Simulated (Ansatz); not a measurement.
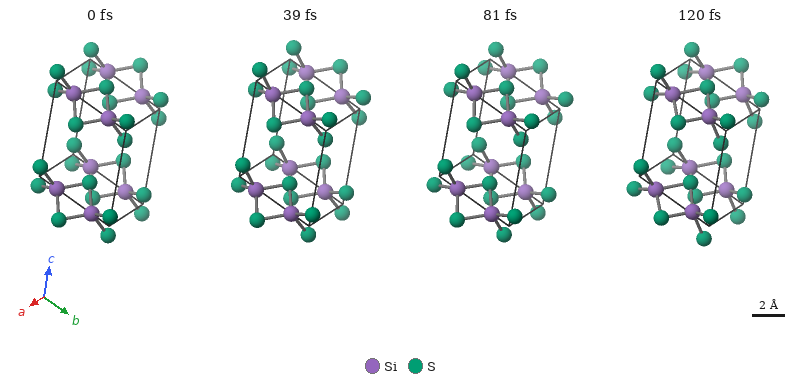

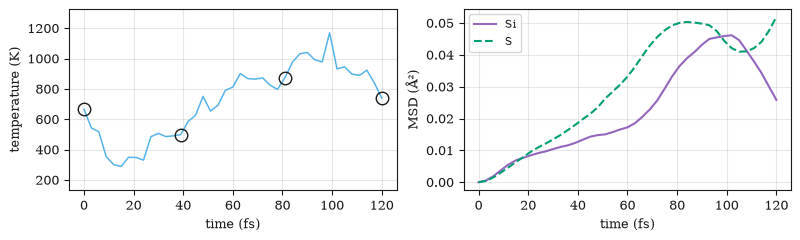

A Born-Oppenheimer molecular dynamics run of a 6-atom cell of SiS2 (built on the measured structure type), 120 fs long. Frames and the history of the run. The picture is a ball-and-stick view of the reduced simulation cell, seen slightly off an axis. Bonds to atoms that aren't drawn are left out. Lengths and directions refer to the drawn axes.

Computed with DFT, PBEsol, plane waves, PAW (Ansatz 0.2.0). Settings: plane-wave cutoff 420 eV; k-point mesh 4 × 4 × 4; Fermi-Dirac smearing 0.069 eV; Langevin thermostat (NVT); set temperature 800 K; time step 3 fs.

Input file:
```yaml
crystal:
  lattice:
    - [-2.7433908183, 4.8180676674, 2.7616510829]
    - [2.7433908183, -4.8180676674, 2.7616510829]
    - [2.7433908183, 4.8180676674, -2.7616510829]
  atoms:
    - { symbol: Si, position: [0.75, 0.75, 0.0] }
    - { symbol: Si, position: [0.25, 0.25, 0.0] }
    - { symbol: S, position: [0.1177775564, 0.2122162985, 0.3299938549] }
    - { symbol: S, position: [0.8822224436, 0.7877837015, 0.6700061451] }
    - { symbol: S, position: [0.6177775564, 0.2877837015, 0.9055612579] }
    - { symbol: S, position: [0.3822224436, 0.7122162985, 0.0944387421] }
kpoints:
  mp_grid: { grid: [4, 4, 4] }
hamiltonian:
  xc: pbesol
scf:
  occupations: { method: fermi_dirac, width: 0.069 }
md:
  ensemble: nvt_langevin
  temperature: 800
  timestep: 3.0
  n_steps: 40
  initial_velocities: maxwell_boltzmann
  seed: 2252
```

Launched with:
```bash
ansatz run input.yaml --threads 4 --pin off --max-ram 5529MiB --backend cpu --events-out ev --progress --plain --runs-dir out
```

What happens in this trajectory?

Answer. In the second half of the run the atoms are, in the root-mean-square, this far from where they began (common drift taken out): S 0.21 Å, Si 0.19 Å. That is small against the typical shortest distance between atoms in the first frame, about 2.1 Å: the atoms vibrate about their sites and the arrangement holds. Over the second half the temperature averages 913 K (spread ±94 K). The potential energy in the second half lies on average 80.4 meV per atom above the first frame.
